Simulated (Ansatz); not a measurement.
# BiS2: band-structure calculation

The run: band-structure calculation of BiS2 (C2/m, 12 atoms in the cell). Method and program: DFT PBEsol, scalar-relativistic, plane waves, PAW, no spin polarisation (Ansatz 0.2.0).

The structure derives from a Materials Project entry.

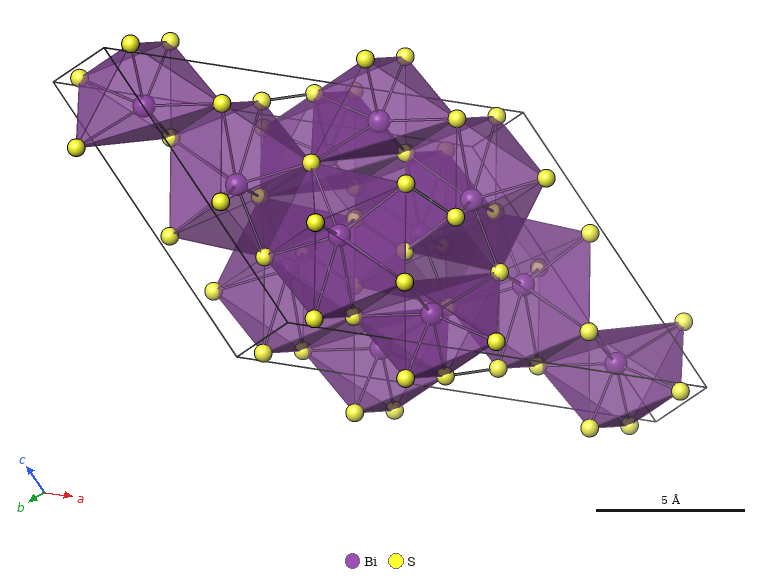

Figure 1. The structure as given in the input (polyhedral view of the cell 2 times as large as that of the calculation, set on its symmetry axes, seen at an oblique angle; polyhedra are completed across the faces of the cell). An atom can appear more than once, as a periodic image.

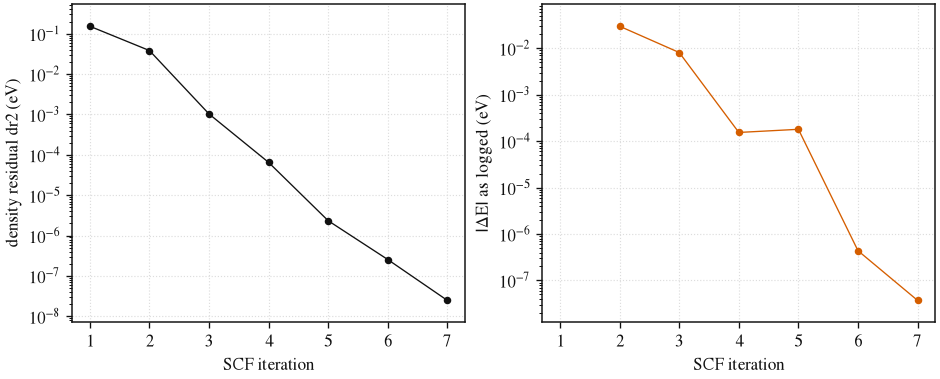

Figure 2. Convergence of the self-consistent field: density residual dr2 and size of the energy change against the SCF iteration. The residual falls at every step.

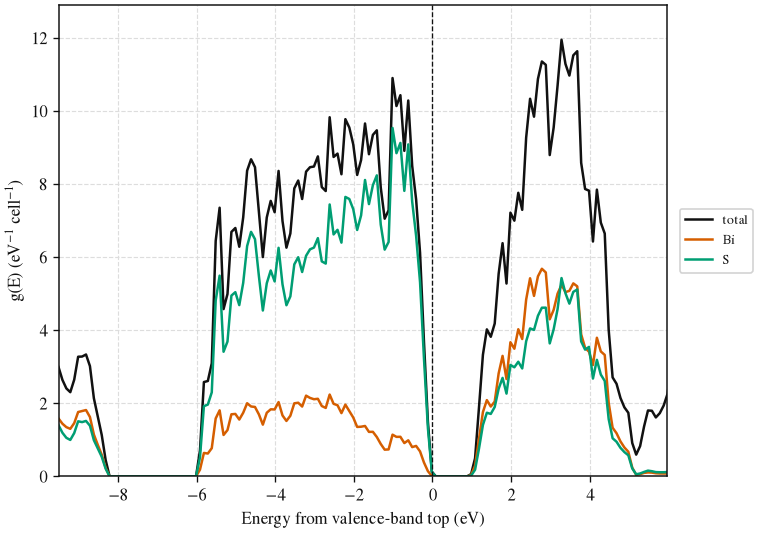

Figure 3. Density of states (projected on Löwdin-orthogonalised atomic shells), with energies from the valence-band top. There is a gap of 0.97 eV on the k-point mesh.

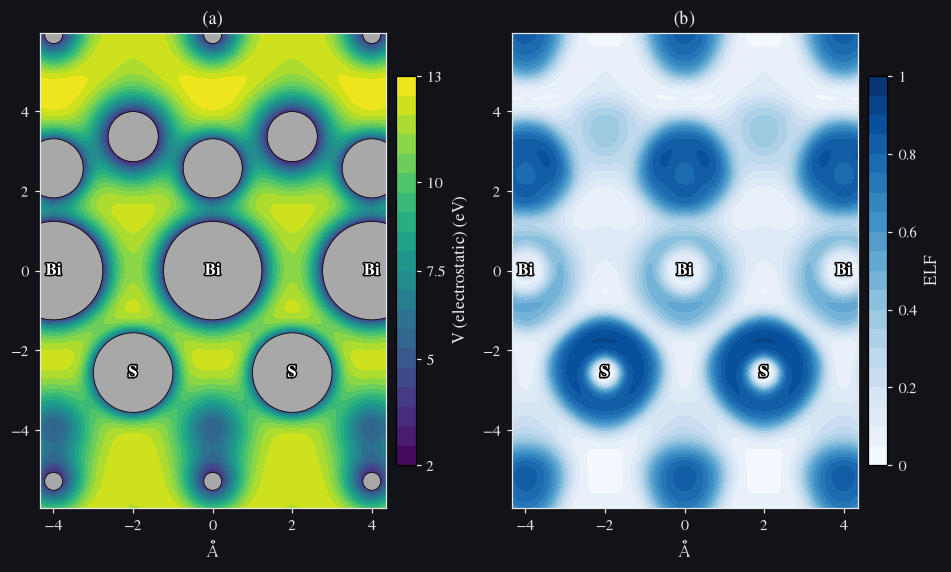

Figure 4. (a) electrostatic potential energy of an electron; (b) electron localisation function on the (100) plane of the conventional cell. Grey discs, where drawn, cover atomic cores. Atoms in the plane: Bi and S. The strong features right at Bi lie inside the PAW spheres (semicore, d or f shells) and say nothing about bonding. Outside the cores the potential energy rises away from the atoms and is highest about 1.7 Å from the nearest atoms; outside the discs it spans about 10 eV, and its zero is arbitrary. Core electrons are frozen (PAW), so the fields are smoothed inside the atomic spheres.

The input and output of the run follow.

Input file
```yaml
crystal:
  lattice:
    - [7.878450245, -1.9965712457, 0.034098489]
    - [7.878450245, 1.9965712457, 0.034098489]
    - [-6.9420619399, 0.0, 8.8047083546]
  atoms:
    - { symbol: Bi, position: [0.7072331335, 0.7072331335, 0.6130218308] }
    - { symbol: Bi, position: [0.6010695017, 0.6010695017, 0.8744218848] }
    - { symbol: Bi, position: [0.3989304983, 0.3989304983, 0.1255781152] }
    - { symbol: Bi, position: [0.2927668665, 0.2927668665, 0.3869781692] }
    - { symbol: S, position: [0.6535058669, 0.6535058669, 0.337529168] }
    - { symbol: S, position: [0.2145003993, 0.2145003993, 0.8475970476] }
    - { symbol: S, position: [0.0769199359, 0.0769199359, 0.0320342846] }
    - { symbol: S, position: [0.7854996007, 0.7854996007, 0.1524029524] }
    - { symbol: S, position: [0.9635266446, 0.9635266446, 0.5520897753] }
    - { symbol: S, position: [0.9230800641, 0.9230800641, 0.9679657154] }
    - { symbol: S, position: [0.3464941331, 0.3464941331, 0.662470832] }
    - { symbol: S, position: [0.0364733554, 0.0364733554, 0.4479102247] }
basis:
  ecutwfc: 420
kpoints:
  mp_grid: { grid: [8, 8, 4] }
  band_path:
    path:
      - [[0.0, 0.0, 0.0], [-0.27585989, 0.27585989, 0.0]]
      - [[-0.72414011, -0.27585989, 0.0], [-0.5, -0.5, 0.0], [0.0, 0.0, 0.0], [-0.5, -0.5, 0.5], [-0.74651742, -0.25348258, 0.5]]
      - [[-0.25348258, 0.25348258, 0.5], [0.0, 0.0, 0.5], [0.0, 0.0, 0.0]]
      - [[-0.5, 0.0, 0.5], [0.0, 0.0, 0.0], [-0.5, 0.0, 0.0]]
    npoints: 10
hamiltonian:
  xc: pbesol
scf:
  occupations: { method: gaussian, width: 0.02 }
  n_extra_bands: 30
output:
  forces: true
  stress: true
  eigenvalues: true
  populations: true
  dos: { projected: true, de: 0.02, nscf_kmesh: { grid: [12, 12, 6] } }
  bader: false
  write_density: true
  write_potential: true
  elf: true
  volumetric_format: npy
```

Launched with:
```bash
ansatz run input.yaml --threads 8 --pin off --max-ram 22528MiB --backend cpu --events-out ev --progress --plain --runs-dir out
```

Output
```
basis.fft_grid_basis auto: the FFT boxes are laid along the combinations [[1, -1, 0], [0, 1, 0], [1, 0, 1]] of the cell's own vectors, 3.993, 8.128 and 9.110 Å long. The dense box has 27×60×64 points. Along the cell's own vectors, as sized, it would have 60×60×75, 2.60 times as many. Of the 4 symmetry operations that the crystal satisfies within crystal.symmetry.tolerance (time reversal apart; of a slab, those that keep its plane) the dense box along the cell's own vectors carries 4, and the one as laid loses 2 of those. basis.fft_grid_basis: typed keeps the cell's own vectors: state it where this run's energies or levels are differenced outside the engine with another run's, or held beside a run that keeps those vectors. Those combinations have planes normal to reciprocal vector 3, as the cell's own vectors have. Each planar average written beside output.write_density, output.write_potential has a row for each plane of the box: 64. The volumetric files lie along those combinations, not along the cell's own vectors: a cube or XSF file states them, and fields.json those of NumPy files.
scf.n_extra_bands = 30 over 54 filled bands (N_el = 108.0): the run solves 84 bands
Engine: ansatz 0.2.0, x86_64-unknown-linux-gnu
Pseudopotentials: kind: paw
Pseudopotential: Bi, paw, valence charge 15, recommended cutoff 420 eV (normal), Bi.paw.azcp
Pseudopotential: S, paw, valence charge 6, recommended cutoff 420 eV (normal), S.paw.azcp
Functional definition: PBEsol
  exchange = pbesol_x
  correlation = pbesol_c
Crystal: 12 atoms, lattice volume = 277.939 Å³
Basis set: ecut = 420 eV, 5441 PW (Γ), FFT grids on a1−a2, a2, a1+a3, exchange–correlation on 54×120×128 points (8 copies of the dense FFT grid, shifted against one another)
Bands: 84, of which v1, the nominal top of the filled ones, is band 54 counted from 1 (53 counted from 0)
Symmetry: 4 space group operations
Space group: C2/m (ITA 12), of the structure as read, at distance tolerance 6.5e-5 Å
k-points: 78 of 256
Non-local potential: Bi, projectors of the file, l = 0: 2, l = 1: 2, l = 2: 2, l = 3: 2
Non-local potential: S, projectors of the file, l = 0: 2, l = 1: 2, l = 2: 2
PAW form: soft (Blöchl's): semilocal exchange-correlation on the pseudo side does not see the compensation charge
PAW frozen core: Bi, regenerated for the run's functional, and the local potential with it (the file was generated under x = pbe(κ = 0.804, μ = 0.2195149727645171), c = pbe(β = 0.06672455060314922))
PAW frozen core: S, regenerated for the run's functional, and the local potential with it (the file was generated under x = pbe(κ = 0.804, μ = 0.2195149727645171), c = pbe(β = 0.06672455060314922))
PAW one-centre angular grid: Bi, 590 points (default); XC on 64 Gauss nodes
PAW one-centre angular grid: S, 110 points (default); XC on 64 Gauss nodes
Initial density: superposition of atomic densities (neutral atoms: chi_scale 0, normalization atom), corrected by the library's trained network
Initial wavefunctions: pseudopotential atomic-orbital guess
Functional: x = pbesol(κ = 0.804, μ = 0.12345679012345678), c = pbesol(β = 0.046)
SCF iter   1: F=—  HF=-56051.027887 eV  |F-HF|=—  |Δ(HF+E_count)|=         —  Δρ=5.41e-3  dr2=1.53e-1  ethr=1.77e-3  ⟨swp⟩=6.0  Hψ=28768  notcnv=0  defer=1173
preconditioner: auto → Resta (q_TF=auto, 2.331 Å⁻¹)  ε∞=2.7  [insulator: Δε(μ)=0.876 eV  Ē_g=17.971 eV  σ=0.020 eV  W_gap=1.00  n_scr=60 (ndim 8)  ℏωp=23.1 eV  f_vac=0.001  D(μ)=0.00/eV (n_scr^D=0)  ε∞_Penn≈2.7]
SCF iter   2: F=—  HF=-56050.998070 eV  |F-HF|=—  |Δ(HF+E_count)|=   2.98e-2  Δρ=2.78e-3  dr2=3.83e-2  ethr=1.42e-4  ⟨swp⟩=1.8  Hψ=7723  notcnv=0  defer=1621
SCF iter   3: F=—  HF=-56050.989969 eV  |F-HF|=—  |Δ(HF+E_count)|=   8.10e-3  Δρ=5.08e-4  dr2=1.03e-3  ethr=3.55e-5  ⟨swp⟩=2.0  Hψ=6942  notcnv=0  defer=1839
SCF iter   4: F=—  HF=-56050.989814 eV  |F-HF|=—  |Δ(HF+E_count)|=   1.54e-4  Δρ=1.51e-4  dr2=6.51e-5  ethr=9.54e-7  ⟨swp⟩=2.0  Hψ=8897  notcnv=0  defer=1839
SCF iter   5: F=—  HF=-56050.989994 eV  |F-HF|=—  |Δ(HF+E_count)|=   1.80e-4  Δρ=3.13e-5  dr2=2.34e-6  ethr=6.03e-8  ⟨swp⟩=2.1  Hψ=8060  notcnv=0  defer=1839
SCF iter   6: F=—  HF=-56050.989995 eV  |F-HF|=—  |Δ(HF+E_count)|=   4.37e-7  Δρ=6.97e-6  dr2=2.56e-7  ethr=2.17e-9  ⟨swp⟩=2.0  Hψ=8968  notcnv=0  defer=1839
SCF iter   7: F=-56050.989995 eV  HF=-56050.989995 eV  |F-HF|=4.10e-9  |Δ(HF+E_count)|=   3.72e-8  Δρ=2.11e-6  dr2=2.49e-8  ethr=9.26e-11  ⟨swp⟩=19.2  Hψ=57292  notcnv=0
SCF 1 converged in 7 iterations: F = -56050.989995 eV  dr2 = 2.49e-8
  greatest PAW one-centre occupation: 0.990 electrons in one spin orbital (limit 2), on the Bi atom at site 2 (counted from 0), in its partial waves of l = 2
NSCF: frozen V_eff on 94 k-points
NSCF: frozen V_eff on 242 k-points
SCF converged after 7 iterations
Free energy (F): -56050.989995 eV
Harris-Foulkes:  -56050.989995 eV  (|F-HF|=4.10e-9)
Internal energy: -56050.989995 eV  (E = F + TS)
E sigma→0 (E₀):  -56050.989995 eV
Fermi energy:    8.901391 eV
--- Per-component energies (eV) ---
  E_band       = -412.554475
  E_kinetic    = 2055.674058
  E_local      = -7168.591768  (includes V_loc(G=0)·N_el)
  E_nonlocal   = 2489.044684
  E_hartree    = 2338.633581
  E_xc         = -1371.360365
  E_vxc        = -1276.518908  (∫ρ·V_xc dr)
  E_paw        = -46710.525211  (= ΣΔE_a)
  E_vpaw       = -1189.433738  (= ΣTr[D̂ρ^β])
  E_aug_tail   = -0.001833  (compensation charges beyond the density's cutoff)
  E_ewald      = -7684.717744
  E_core_change = 0.854603  (= ΣΔE_core)
  E_smearing   = -0.000000  (= −TS)
  E_closure    = 0.000000  (closes the sum)
  Σ components = -56050.989995   (vs F -56050.989995, Δ=0.00e0)
--- Forces (eV/Å), atoms counted from 1 ---
  atom   1  Bi    -0.00080462    -0.00000000    -0.00086498
  atom   2  Bi     0.00106837    -0.00000000    -0.00244663
  atom   3  Bi    -0.00106837     0.00000000     0.00244663
  atom   4  Bi     0.00080462     0.00000000     0.00086498
  atom   5  S     -0.00205148    -0.00000000     0.00031623
  atom   6  S     -0.00008258     0.00000000    -0.00347509
  atom   7  S      0.00261191    -0.00000000     0.00328334
  atom   8  S      0.00008258    -0.00000000     0.00347509
  atom   9  S      0.00066716     0.00000000     0.00317146
  atom  10  S     -0.00261191     0.00000000    -0.00328334
  atom  11  S      0.00205148     0.00000000    -0.00031623
  atom  12  S     -0.00066716    -0.00000000    -0.00317146
  max |Σ_I F_I| component: 4.34e-19 eV/Å
--- Stress (GPa, compression-positive) ---
        0.002935      -0.000000       0.007816
       -0.000000       0.001776      -0.000000
        0.007817      -0.000000      -0.006139
  P = ⅓ Tr σ = -0.0005 GPa (-0.005 kbar)
--- Band table (eV; the first three rows and the last of 78) ---
  k-point 0: bands = ["-14.5055", "-14.4998", "-14.4809", "-14.4803", "-14.4794", "-14.4723", "-14.4578", "-14.4573", "-14.4572", "-14.4509", "-14.4472", "-14.4431", "-14.4357", "-14.4306", "-14.4286", "-14.4259", "-14.4196", "-14.4083", "-14.4083", "-14.3959", "-6.9202", "-6.4385", "-5.1498", "-5.0638", "-4.1745", "-3.9992", "-3.4332", "-3.2307", "-1.2064", "-0.9955", "-0.5667", "0.1178", "2.8420", "3.6791", "3.9418", "3.9445", "4.7060", "4.9644", "5.1096", "5.2021", "5.4071", "5.4503", "5.7369", "6.0733", "6.1978", "6.5843", "6.7645", "7.0459", "7.3906", "7.4801", "7.5094", "7.9451", "8.2003", "8.3401", "9.6149", "9.6991", "10.1797", "10.4913", "10.7383", "10.9899", "11.0434", "11.3022", "11.4493", "11.7074", "11.7310", "11.7442", "12.0973", "13.4062", "13.8973", "14.2604", "14.5944", "14.8099", "15.3519", "16.2451", "16.2954", "16.3566", "16.5835", "16.7526", "16.8366", "16.8731", "17.1493", "17.7330", "17.8276", "17.9907"]
  k-point 1: bands = ["-14.5054", "-14.4998", "-14.4809", "-14.4803", "-14.4792", "-14.4727", "-14.4578", "-14.4573", "-14.4567", "-14.4513", "-14.4472", "-14.4430", "-14.4358", "-14.4306", "-14.4284", "-14.4258", "-14.4195", "-14.4085", "-14.4083", "-14.3959", "-6.8752", "-6.4932", "-5.1851", "-5.1151", "-4.0234", "-3.9035", "-3.4634", "-3.3608", "-1.1396", "-0.8134", "-0.7053", "-0.0115", "2.8291", "3.2944", "3.8131", "4.3027", "4.7129", "4.8788", "4.9928", "5.3583", "5.5575", "5.8245", "5.8799", "6.1246", "6.4473", "6.6327", "6.7212", "6.9471", "7.0125", "7.2903", "7.6378", "7.9186", "7.9660", "8.1739", "9.5605", "10.0601", "10.3070", "10.5403", "10.5612", "10.8427", "10.9039", "11.3397", "11.5772", "11.7589", "11.8102", "11.8590", "12.0508", "13.0532", "13.9351", "14.2056", "14.5641", "14.9665", "15.4893", "15.8779", "16.3132", "16.4261", "16.6277", "16.8292", "16.8642", "16.9156", "17.2832", "17.6583", "17.8041", "17.9198"]
  k-point 2: bands = ["-14.5054", "-14.4998", "-14.4809", "-14.4803", "-14.4790", "-14.4732", "-14.4579", "-14.4573", "-14.4563", "-14.4517", "-14.4472", "-14.4430", "-14.4359", "-14.4306", "-14.4283", "-14.4258", "-14.4193", "-14.4086", "-14.4082", "-14.3959", "-6.8104", "-6.5689", "-5.1993", "-5.1715", "-3.8921", "-3.6805", "-3.5662", "-3.5326", "-1.0014", "-0.9308", "-0.4785", "-0.2848", "2.8122", "3.1320", "3.8115", "3.9881", "4.8363", "4.9093", "5.5116", "5.5167", "5.6370", "5.7127", "5.9461", "6.3496", "6.6379", "6.7390", "6.7455", "6.7740", "6.8698", "7.3446", "7.3518", "7.3936", "7.9906", "8.1437", "9.7184", "9.9902", "10.3388", "10.6704", "10.6838", "10.6939", "11.0299", "11.0834", "11.6651", "11.7248", "11.9126", "11.9520", "12.1490", "12.6866", "13.8598", "14.3436", "14.5036", "14.6896", "15.8303", "16.0781", "16.1940", "16.5072", "16.6897", "16.8916", "16.9033", "16.9190", "17.2045", "17.3069", "17.7501", "17.8262"]
  k-point 77: bands = ["-14.5055", "-14.4997", "-14.4811", "-14.4801", "-14.4796", "-14.4715", "-14.4587", "-14.4578", "-14.4565", "-14.4517", "-14.4472", "-14.4426", "-14.4362", "-14.4308", "-14.4278", "-14.4256", "-14.4196", "-14.4083", "-14.4082", "-14.3959", "-6.6967", "-6.4630", "-5.5820", "-5.5411", "-3.8085", "-3.7517", "-2.5564", "-2.5252", "-2.1338", "-2.1288", "-0.1665", "-0.0838", "3.5292", "3.9007", "4.1772", "4.2227", "4.4024", "4.5598", "4.5873", "4.7426", "5.7557", "5.8724", "6.2025", "6.2080", "6.3446", "6.7421", "6.8448", "6.9066", "7.0543", "7.2340", "7.2687", "7.3839", "7.8830", "7.9546", "9.8001", "10.0685", "10.2634", "10.5095", "11.0616", "11.1274", "11.2747", "11.4481", "11.7521", "11.7708", "11.8796", "12.0887", "12.2783", "12.3851", "13.7556", "13.8888", "14.9180", "15.4165", "15.7735", "15.9048", "15.9090", "16.0446", "16.4516", "16.4907", "16.8096", "17.2368", "17.3118", "17.3898", "17.6525", "17.7981"]
--- Löwdin populations: 12 sites ---
  site symbol       q [e]
     0     Bi     14.2169
     1     Bi     14.2349
     2     Bi     14.2349
     3     Bi     14.2169
     4      S      6.4228
     5      S      6.4441
     6      S      6.1444
     7      S      6.4441
     8      S      6.2225
     9      S      6.1444
    10      S      6.4228
    11      S      6.2225
  spilling = 0.005822 (of n_electrons = 108.000000)
```

File populations.tsv
```
# site	symbol	l	j	q
# orbitals = lowdin
# n_electrons = 108.000000
# spilling = 0.005822
0	Bi	0_6S	-	1.953457
0	Bi	1_6P	-	2.265067
0	Bi	2_5D	-	9.998380
1	Bi	0_6S	-	1.953435
1	Bi	1_6P	-	2.283249
1	Bi	2_5D	-	9.998246
2	Bi	0_6S	-	1.953435
2	Bi	1_6P	-	2.283249
2	Bi	2_5D	-	9.998246
3	Bi	0_6S	-	1.953457
3	Bi	1_6P	-	2.265067
3	Bi	2_5D	-	9.998380
4	S	0_3S	-	1.836522
4	S	1_3P	-	4.586264
5	S	0_3S	-	1.842034
5	S	1_3P	-	4.602019
6	S	0_3S	-	1.815854
6	S	1_3P	-	4.328568
7	S	0_3S	-	1.842034
7	S	1_3P	-	4.602019
8	S	0_3S	-	1.830659
8	S	1_3P	-	4.391853
9	S	0_3S	-	1.815854
9	S	1_3P	-	4.328568
10	S	0_3S	-	1.836522
10	S	1_3P	-	4.586264
11	S	0_3S	-	1.830659
11	S	1_3P	-	4.391853
```

Results in brief

| quantity | value |
| --- | --- |
| outcome | converged |
| space group (tolerance 0.01 Å) | C2/m (12) |
| electrons treated | 108 |
| free energy | −56050.9900 eV |
| Fermi energy | 8.901 eV |
| gap on the k-point mesh | 0.97 eV |
| gap on the band path | 1.04 eV |
| pressure | 0.00 GPa |
| largest force (length of the vector) | 0.004 eV/Å |
| hardware | 8 threads of Oxide Virtual Turin-like (Zen 5), 32 GiB of memory available, shared host |
| wall time | 49 s (CPU time 6.1 min) |
| peak memory | 3.5 GiB |

Remarks

Spin–orbit coupling is left out, which matters for Bi.
